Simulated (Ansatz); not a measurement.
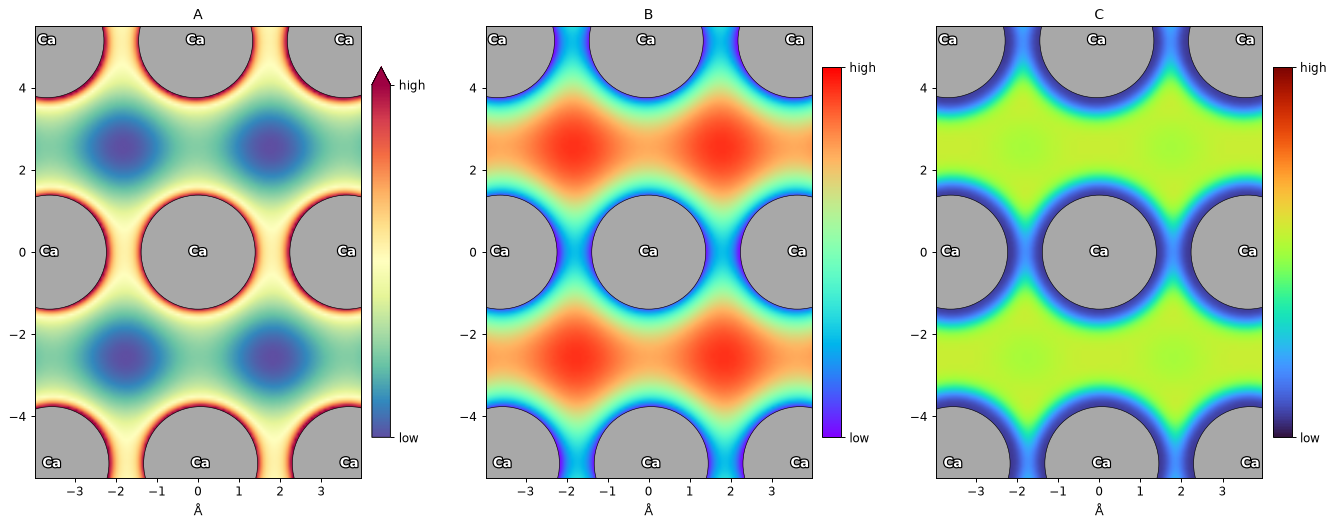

Ca: 3 fields on the (011̄) plane of the conventional cell, with unlabelled colour scales. Grey discs cover the atomic cores.

Space group P-1; a structure from a database of computed crystals, not necessarily the ambient phase; changed on purpose from its base cell (all atoms moved at random, cell strained at random).

The calculation used Ansatz, DFT PBE, scalar-relativistic, plane waves, PAW.

Question: The panels show electron localisation function, electrostatic potential energy of an electron and valence pseudo-density in some order. Assign them.

Answer: Panel A: valence pseudo-density. Panel B: electrostatic potential energy of an electron (low next to the atoms, rising into the space between them). Panel C: electron localisation function. From the grid: Ca–Ca (3.62 Å): ρ is about 0.05 e/Å³ halfway; the ELF is about 0.20 at the midpoint: no shared electron pair shows on this line.
